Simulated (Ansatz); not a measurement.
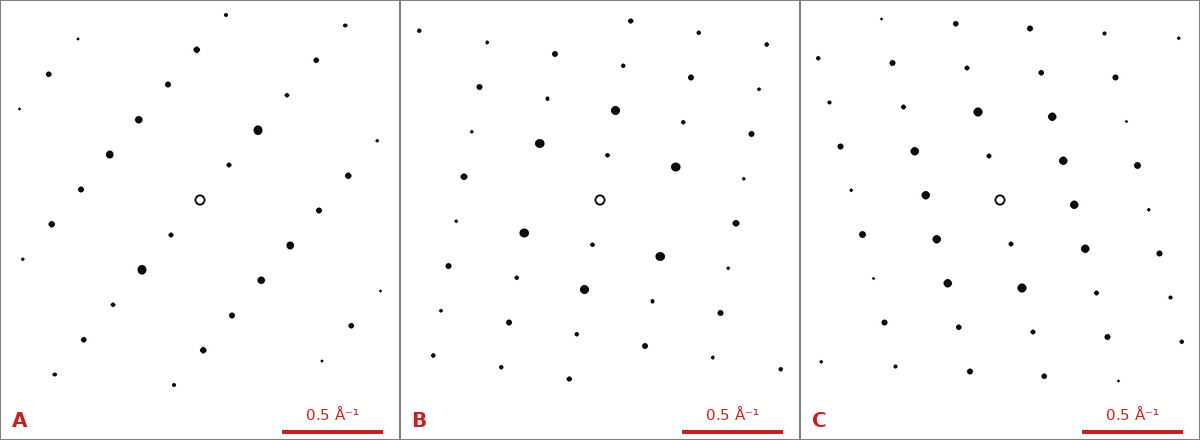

Computed electron diffraction patterns, 120 kV, single scattering only, B = 0.5 Å².

All three come from Al, space group C2/c (No. 15), a = 2.820 Å, b = 8.812 Å, c = 2.900 Å, β = 90.61°. Structure: coordinates from a relaxation with DFT, RPBE, plane waves (420 eV) with PAW, scalar-relativistic in Ansatz; the starting structure was generated, so it need not be a known form of this composition.

```
Al
1.0
     2.82019    0.00000    0.00000
     0.00000    8.81238    0.00000
    -0.03100    0.00000    2.89997
Al
4
Direct
  0.00000 0.36453 0.75000
  0.50000 0.13547 0.25000
  0.50000 0.86453 0.75000
  0.00000 0.63547 0.25000
```

### Assign the zone axes [001], [100], [101] to A, B and C.

A is [101]: centred rectangular net of 0 2 0 at d = 4.41 Å and 1 1 -1 at d = 1.98 Å, at 77.0°. B is [100]: rectangular net of 0 2 0 at d = 4.41 Å and 0 0 1 (itself extinct) at d = 2.90 Å, at 90.0°. C is [001]: centred rectangular net of 0 2 0 at d = 4.41 Å and 1 1 0 at d = 2.69 Å, at 72.3°.
